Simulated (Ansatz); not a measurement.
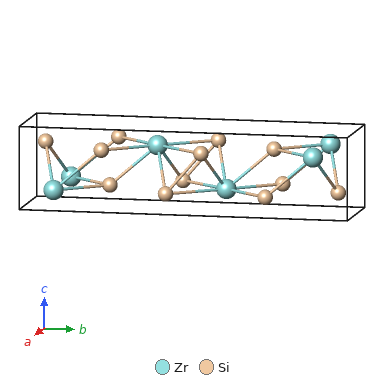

System: ZrSi₂, space group Cmcm (No. 63). The picture shows the cell.

Starting cell:
```
CELL_PARAMETERS angstrom
3.67426 0.00000 0.00000
0.00000 14.56589 0.00000
0.00000 0.00000 3.65677
ATOMIC_POSITIONS crystal
Zr 0.00000 0.10472 0.25000
Zr 0.50000 0.39528 0.75000
Zr 0.50000 0.60472 0.25000
Zr 0.00000 0.89528 0.75000
Si 0.00000 0.44604 0.25000
Si 0.50000 0.05396 0.75000
Si 0.50000 0.24977 0.25000
Si 0.00000 0.25023 0.75000
Si 0.50000 0.94604 0.25000
Si 0.00000 0.55396 0.75000
Si 0.00000 0.74977 0.25000
Si 0.50000 0.75023 0.75000
```

One of the inputs:
```
crystal:
  lattice:
    - [3.6742585516, 0.0, 0.0]
    - [0.0, 14.5658900315, 0.0]
    - [0.0, 0.0, 3.656765576]
  atoms:
    - { symbol: Zr, position: [0.0, 0.1047173979, 0.25] }
    - { symbol: Zr, position: [0.5, 0.3952826021, 0.75] }
    - { symbol: Zr, position: [0.5, 0.6047173979, 0.25] }
    - { symbol: Zr, position: [0.0, 0.8952826021, 0.75] }
    - { symbol: Si, position: [0.0, 0.4460414966, 0.25] }
    - { symbol: Si, position: [0.5, 0.0539585034, 0.75] }
    - { symbol: Si, position: [0.5, 0.2497682101, 0.25] }
    - { symbol: Si, position: [0.0, 0.2502317899, 0.75] }
    - { symbol: Si, position: [0.5, 0.9460414966, 0.25] }
    - { symbol: Si, position: [0.0, 0.5539585034, 0.75] }
    - { symbol: Si, position: [0.0, 0.7497682101, 0.25] }
    - { symbol: Si, position: [0.5, 0.7502317899, 0.75] }
basis:
  ecutwfc: 420
kpoints:
  mp_grid: { grid: [10, 4, 10] }
hamiltonian:
  xc: pbesol
scf:
  occupations: { method: gaussian, width: 0.1 }
output:
  forces: true
  stress: true
  eigenvalues: true
```

Run as:
```bash
ansatz run input.yaml --threads 1 --pin off --max-ram 2560MiB --backend cpu --events-out ev --progress --plain --runs-dir out
```

Computed with Ansatz 0.2.0: energy, stress and cell of a relaxed crystal along a series of strains, atoms and what the cell freedom names relaxed within the symmetry; plane waves with PAW datasets, Γ-centred k mesh; energies extrapolated to zero smearing. Level: PBEsol, no spin polarisation.

wave cutoff 420 eV; k mesh 10×4×10; occupations Gaussian; smearing width 0.1 eV; strain kind biaxial in the ab plane; cell freedom length and tilt of c free.

Predict the energy change, volume change and c/a against strain. The strain takes the values −6, −4, −2, 0, 2, 4 %.

The energy rises on both sides of the starting structure, which is therefore a minimum along this path. The energy change is 104 meV/atom at strain −6 % and 38 meV/atom at 4 %; the lowest computed point is at strain 0 % (0 meV/atom). The volume change rises from −7.91 % at strain −6 % to 5.75 % at 4 %. The c/a falls from 1.1034 at strain −6 % to 0.9357 at 4 %.

```json
{"strain (%)": "-6", "energy change (meV/atom)": "104", "volume change (%)": "-7.91", "c/a": "1.1034"}
{"strain (%)": "-4", "energy change (meV/atom)": "45", "volume change (%)": "-5.48", "c/a": "1.0633"}
{"strain (%)": "-2", "energy change (meV/atom)": "11", "volume change (%)": "-2.79", "c/a": "1.0280"}
{"strain (%)": "0", "energy change (meV/atom)": "0", "volume change (%)": "0.00", "c/a": "0.9952"}
{"strain (%)": "2", "energy change (meV/atom)": "10", "volume change (%)": "2.86", "c/a": "0.9647"}
{"strain (%)": "4", "energy change (meV/atom)": "38", "volume change (%)": "5.75", "c/a": "0.9357"}
```

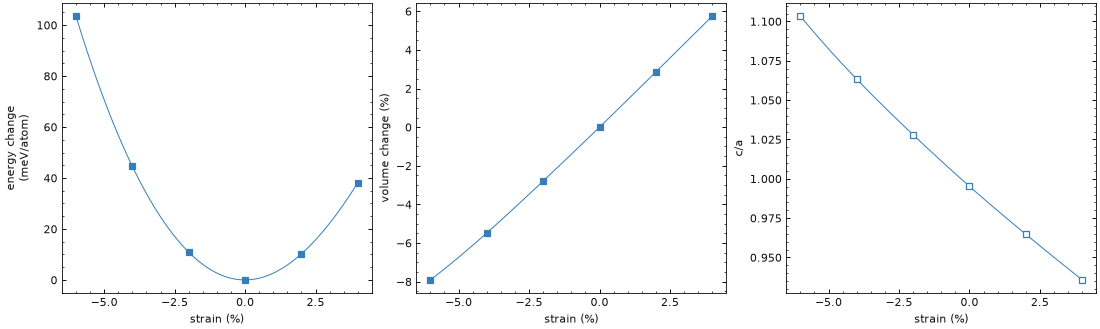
